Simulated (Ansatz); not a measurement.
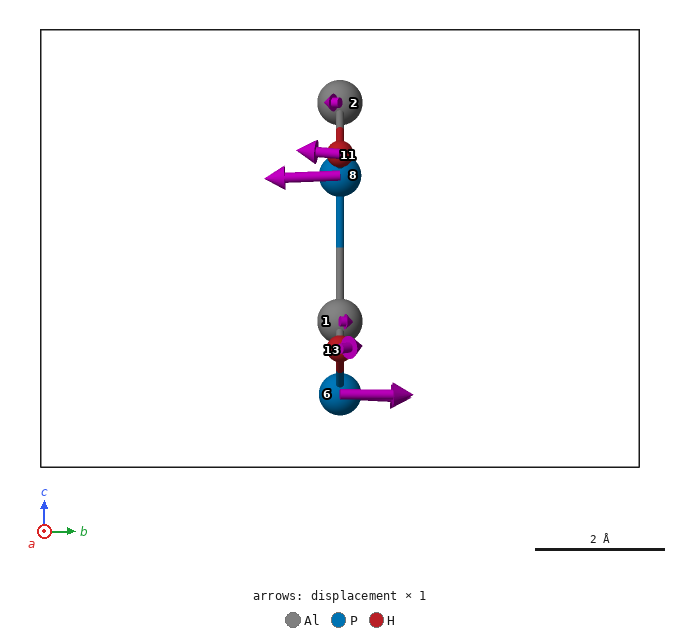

A relaxation of a wire of composition Al5P5H4. The starting structure is drawn; purple arrows show the displacements (the part carried along by the change of the cell is left out), at their true length.

Style: ball-and-stick. Shown: the cell of the calculation, with the vacuum cut short, along the a axis.

Case: armchair ribbon, 5 formula units a period, edges capped with H.

Theory: Ansatz 0.2.0, DFT PBE, scalar-relativistic, plane waves, PAW.

Input
```yaml
crystal:
  lattice:
    - [19.7, 0.0, 0.0]
    - [0.0, 9.3, 0.0]
    - [0.0, 0.0, 6.8234450588]
  atoms:
    - { symbol: Al, position: [0.5999877625, 0.4998658475, 0.3333333333] }
    - { symbol: Al, position: [0.6999755249, 0.4998658475, 0.8333333333] }
    - { symbol: Al, position: [0.4000122375, 0.4998658475, 0.3333333333] }
    - { symbol: Al, position: [0.5, 0.4998658475, 0.8333333333] }
    - { symbol: Al, position: [0.3000244751, 0.4998658475, 0.8333333333] }
    - { symbol: P, position: [0.6999755249, 0.5001341525, 0.1666666667] }
    - { symbol: P, position: [0.5, 0.5001341525, 0.1666666667] }
    - { symbol: P, position: [0.5999877625, 0.5001341525, 0.6666666667] }
    - { symbol: P, position: [0.3000244751, 0.5001341525, 0.1666666667] }
    - { symbol: P, position: [0.4000122375, 0.5001341525, 0.6666666667] }
    - { symbol: H, position: [0.7703125713, 0.5000545884, 0.7160905752] }
    - { symbol: H, position: [0.2296874287, 0.5000545884, 0.7160905752] }
    - { symbol: H, position: [0.7623996535, 0.499966645, 0.2707196145] }
    - { symbol: H, position: [0.2376003465, 0.499966645, 0.2707196145] }
basis:
  ecutwfc: 420
kpoints:
  mp_grid: { grid: [1, 1, 5] }
hamiltonian:
  xc: pbe
scf:
  occupations: { method: gaussian, width: 0.05 }
output:
  forces: true
  stress: true
  eigenvalues: true
  populations: true
  write_density: true
  write_potential: true
  elf: true
  volumetric_format: npy
relax:
  adjacent_minimum: "off"
  f_tol: 0.02
  max_steps: 45
  cell: { fix: [a, b, alpha, beta, gamma], stress_tol: 0.03 }
```

Run as
```bash
ansatz run input.yaml --threads 4 --pin off --max-ram 11264MiB --backend cpu --events-out ev --progress --plain --runs-dir out
```

Question: Which element moves most?

Answer: Phosphorus: up to 1.19 Å, against 0.70 Å for hydrogen.

Question: What happened in the run?

Answer: The largest moves relative to the centre of the atoms, 1.19 Å, are those of P8 and P10. Largest moves by element: P 1.19 Å, H 0.70 Å, Al 0.29 Å. Along the periodic axis the drawn cell goes c 6.823 → 5.597 Å (−18.0 %). Near-neighbour distances that change, for instance: Al1–P6 2.274 → 2.321 Å, Al1–P8 2.274 → 2.300 Å, P6–H13 1.420 → 1.436 Å, Al2–H11 1.600 → 1.593 Å. Among the angles between lasting bonds that change: Al2–P6–H13 120.0° → 91.4°, Al1–P6–Al2 120.0° → 94.0°, Al1–P8–Al4 120.0° → 95.2°. After 29 accepted moves (32 points after the start) the energy has fallen by 0.917 eV per cell of the calculation. Largest force component: 0.39 eV/Å at the start, 0.016 eV/Å at the end. The line search rejected the trial steps at points 12, 21 of the run. The SCF was repeated once at an unchanged geometry on a basis and grid sized afresh for the cell, which shifted the energy by 6.2 meV per cell of the calculation at most. The run took 2.5 min on 4 threads of Arm Neoverse V2 (shared host), peak memory 1.2 GiB.
